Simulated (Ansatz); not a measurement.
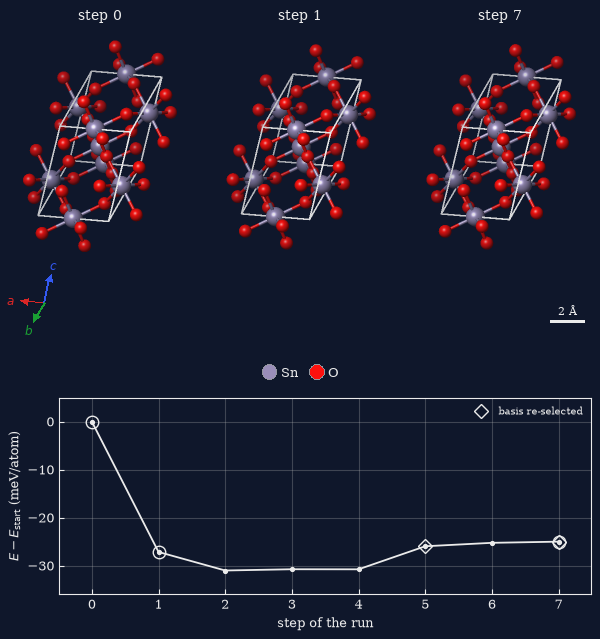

Frames of a relaxation of solid SnO₂ (set up in Imma), marked on the history of the run. A ball-and-stick model of the cell of the calculation, seen from a free direction.

The run lets cell and atoms move.

All numbers below come from Ansatz 0.2.0, Kohn-Sham DFT of a periodic cell, LDA, Ansatz PAW.

The input:
```yaml
crystal:
  lattice:
    - [-3.248897, 3.41447, 3.414021]
    - [3.248897, -3.41447, 3.414021]
    - [3.248897, 3.41447, -3.414021]
  atoms:
    - { symbol: Sn, position: [0.5, 0.0, 0.0] }
    - { symbol: Sn, position: [0.5, 0.5, 0.5] }
    - { symbol: Sn, position: [0.003599, 0.753599, 0.25] }
    - { symbol: Sn, position: [0.996401, 0.246401, 0.75] }
    - { symbol: O, position: [0.806496, 0.803774, 0.497278] }
    - { symbol: O, position: [0.806496, 0.309218, 0.002722] }
    - { symbol: O, position: [0.302435, 0.24594, 0.056495] }
    - { symbol: O, position: [0.689445, 0.24594, 0.443505] }
    - { symbol: O, position: [0.310555, 0.75406, 0.556495] }
    - { symbol: O, position: [0.193504, 0.690782, 0.997278] }
    - { symbol: O, position: [0.697565, 0.75406, 0.943505] }
    - { symbol: O, position: [0.193504, 0.196226, 0.502722] }
hamiltonian:
  xc: lda
  pseudopotentials: { kind: paw }
kpoints:
  mp_grid: { grid: [5, 5, 5] }
scf:
  occupations: { method: fermi_dirac, width: 0.05 }
output:
  forces: true
  stress: true
  eigenvalues: true
  write_density: true
  write_potential: true
  elf: true
  volumetric_format: npy
relax:
  f_tol: 0.01
  max_steps: 40
  cell: { stress_tol: 0.05, p_target: 5.0 }
```

Command:
```bash
ansatz run input.yaml --threads 4 --pin off --max-ram 11264MiB --backend cpu --events-out ev --progress --plain --runs-dir out
```

**What happens along the run?**

After 5 accepted moves (7 points after the start) the energy has fallen by 25.0 meV per atom. With the target pressure of 5 GPa, the enthalpy E + pV changes by −57.3 meV per atom. Largest force component: 0.14 eV/Å at the start, 0.0014 eV/Å at the end. Pressure: −11.45 GPa at the start and 4.99 GPa at the end. The SCF was repeated twice at an unchanged geometry on a basis and grid sized afresh for the cell, which shifted the energy by 4.8 meV per atom at most. The largest moves relative to the cell, 0.027 Å, are those of O atoms. Largest moves by element: O 0.027 Å, Sn 0.024 Å. The volume changes by −8.2 %, with a = b = c 5.820 → 5.655 Å (−2.8 %), α 112.1° → 111.6°, β 108.2° → 108.4°, γ 108.2° → 108.4°. Among the contacts that change: O–Sn 2.093 → 2.023 Å, O–Sn 2.096 → 2.043 Å. Within 0.06 Å the space group is P4_2/mnm at the start and P4_2/mnm at the end; at a tighter tolerance small leftover displacements or strains of the cell lower it. The run took 38 s on 4 threads of Arm Neoverse V2 (shared host), peak memory 0.64 GiB. From step 0 to 1: volume −8.8 %, energy −27.1 meV per atom. From step 1 to 7: O atoms move most (0.02 Å), volume +0.6 %, energy +2.1 meV per atom.

```json
{"step": "0", "E − E(0), meV/atom": "0.00", "largest force component, eV/Å": "0.1394", "pressure, GPa": "-11.45", "volume, Å³/atom": "12.624", "note": ""}
{"step": "1", "E − E(0), meV/atom": "-27.14", "largest force component, eV/Å": "0.1753", "pressure, GPa": "7.30", "volume, Å³/atom": "11.520", "note": ""}
{"step": "2", "E − E(0), meV/atom": "-30.99", "largest force component, eV/Å": "0.0338", "pressure, GPa": "4.76", "volume, Å³/atom": "11.638", "note": ""}
{"step": "3", "E − E(0), meV/atom": "-30.73", "largest force component, eV/Å": "0.0024", "pressure, GPa": "5.02", "volume, Å³/atom": "11.620", "note": ""}
{"step": "4", "E − E(0), meV/atom": "-30.75", "largest force component, eV/Å": "0.0007", "pressure, GPa": "5.00", "volume, Å³/atom": "11.620", "note": ""}
{"step": "5", "E − E(0), meV/atom": "-25.95", "largest force component, eV/Å": "0.0017", "pressure, GPa": "4.35", "volume, Å³/atom": "11.620", "note": "same geometry, new basis"}
{"step": "6", "E − E(0), meV/atom": "-25.23", "largest force component, eV/Å": "0.0013", "pressure, GPa": "5.00", "volume, Å³/atom": "11.588", "note": ""}
{"step": "7", "E − E(0), meV/atom": "-24.99", "largest force component, eV/Å": "0.0014", "pressure, GPa": "4.99", "volume, Å³/atom": "11.588", "note": "same geometry, new basis"}
```
